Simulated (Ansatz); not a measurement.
Input file:

```
crystal:
  lattice:
    - [3.0291982016, -0.015145991, -0.015145991]
    - [-1.5277159138, 2.6309355912, -0.0055438175]
    - [-0.016142, -0.016142, 3.2284]
  atoms:
    - { symbol: Ti, position: [0.0, 0.0, 0.0] }
    - { symbol: B, position: [0.3333333333, 0.6666666667, 0.5] }
    - { symbol: B, position: [0.6666666667, 0.3333333333, 0.5] }
kpoints:
  mp_grid: { grid: [15, 15, 13] }
scf:
  occupations: { method: fermi_dirac, width: 0.08 }
hamiltonian:
  xc: pbe
  pseudopotentials: { kind: paw }
output:
  forces: true
  stress: true
  eigenvalues: true
  efg: { contact_densities: true }
  write_density: true
  write_potential: true
  elf: true
  volumetric_format: npy
```

Launched as:

```sh
ansatz run input.yaml --threads 1 --pin off --max-ram 6144MiB --backend cpu --events-out ev --progress --plain --runs-dir out
```

Below, planes, directions and counts refer to the standardised cell (a = 5.22 Å, b = 3.04 Å, c = 3.23 Å, α = 90.21°, β = 90.78°, γ = 90.29°).

Space group P-1; changed on purpose from its base cell (equal xy, yz and zx shear strains of -1 %, PAW files); computed without spin polarisation.

All numbers below come from DFT, PBE, PAW with Ansatz's default frozen-core files, scalar-relativistic in Ansatz 0.2.0.

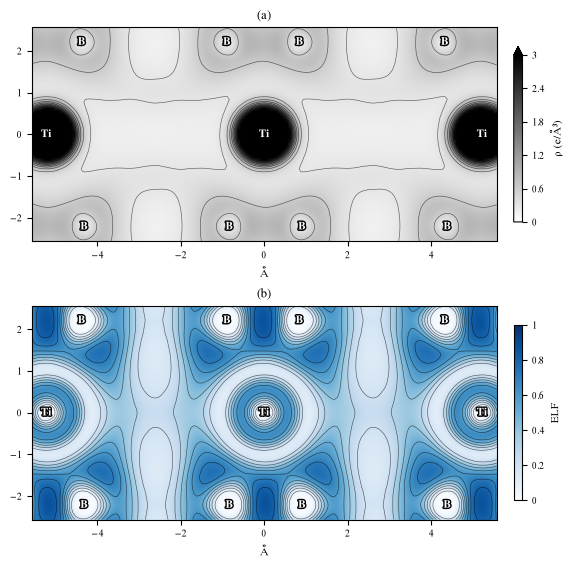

TiB2. (a) valence pseudo-density; (b) electron localisation function on the (011̄) plane of the standardised cell.

In a PAW calculation such maps are meaningful between the atoms, not at the nuclei.

> Describe what can be read from this map.

Atoms in the plane: Ti and B. B–B (1.74 Å): ρ is about 0.83 e/Å³ halfway; the ELF peaks at about 0.85 between the atoms. Ti–B (2.37 Å): the density is about 0.34 e/Å³ at the midpoint; the ELF peaks at about 0.60 in the valence shell of B, 0.8 Å from its nucleus, and is about 0.20 at the midpoint. Between the atoms the lowest density in this plane is 0.18 e/Å³. The features right at Ti lie inside the PAW spheres, where the map follows smoothed inner orbitals and isn't to be read closely.
